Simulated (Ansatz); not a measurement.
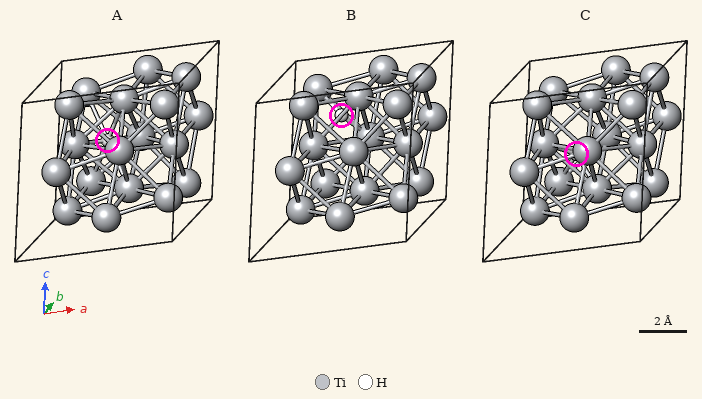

3 geometries from a converged minimum-energy path of a defect cell of composition Ti18H (19 atoms in the cell), shuffled. Style: ball-and-stick. Shown: the simulation cell (origin moved), slightly off an axis. The moving atom is ringed, with any periodic copies. Bonds to atoms that aren't drawn are left out.

Computed with Ansatz, DFT PBEsol, scalar-relativistic, plane waves, PAW. Run with plane-wave cutoff 420 eV; k-point mesh 4 × 4 × 4; Gaussian smearing 0.1 eV; 3 movable images; climbing image.

Question: Which frame is the top of the path?

Answer: A. In order along the path, whose images run from 0 to 4: C (image 1, +0.35 eV), A (image 2, +0.88 eV), B (image 4, 0.00 eV). The H atom travels furthest, 2.15 Å from end to end, along +c, on a straight line. At the highest image its nearest neighbour (Ti) is 1.72 Å away, against 1.81 Å at the start, and the surrounding atoms stand up to 0.25 Å off the mean of their end positions.

Limits of the set-up: the periodic images lie only 6.8 Å apart, so the values are limited by the cell's size.

The run took 11 min on 4 threads of Intel(R) Xeon(R) Platinum 8259CL CPU @ 2.50GHz (Skylake/Cascade Lake) (shared host), peak memory 3.7 GiB.
